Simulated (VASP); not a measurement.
Crystal: BN, an entry of the Crystallography Open Database, as set up for an electronic-structure calculation.

```cif
data_structure
_symmetry_space_group_name_H-M 'P6_3/mmc'
_symmetry_Int_Tables_number 194
_cell_length_a 2.4982
_cell_length_b 2.4982
_cell_length_c 6.6357
_cell_angle_alpha 90.000
_cell_angle_beta 90.000
_cell_angle_gamma 120.000
_cell_volume 35.87
loop_
_atom_site_label
_atom_site_type_symbol
_atom_site_symmetry_multiplicity
_atom_site_Wyckoff_symbol
_atom_site_fract_x
_atom_site_fract_y
_atom_site_fract_z
_atom_site_occupancy
N1 N 2 d 0.66667 0.33333 0.25000 1
B1 B 2 c 0.66667 0.33333 0.75000 1
```

Question: What does its first Brillouin zone look like, and which path through it is standard?

Answer: It has a primitive hexagonal lattice (hP; extended symbol hP2). The zone is a hexagonal prism in its combinatorial type: 8 faces (6 with 4 edges, 2 with 6 edges), 18 edges, 12 vertices. Path: Γ–M–K–Γ–A–L–H–A | L–M | H–K.

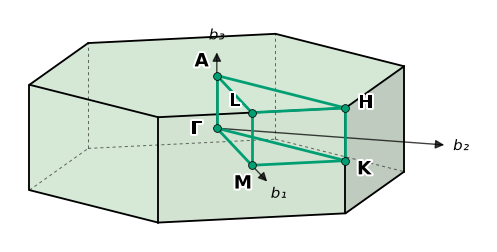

Labels and path follow the convention of Hinuma et al. (2017), as computed by seekpath; the arrows show the directions of the reciprocal primitive vectors b₁, b₂, b₃, in which coordinates are given; lengths include the factor 2π.

| point | k₁ | k₂ | k₃ | length of k (1/Å) |
| --- | --- | --- | --- | --- |
| Γ | 0 | 0 | 0 | 0.000 |
| A | 0 | 0 | 1/2 | 0.473 |
| K | 1/3 | 1/3 | 0 | 1.677 |
| H | 1/3 | 1/3 | 1/2 | 1.742 |
| M | 1/2 | 0 | 0 | 1.452 |
| L | 1/2 | 0 | 1/2 | 1.527 |
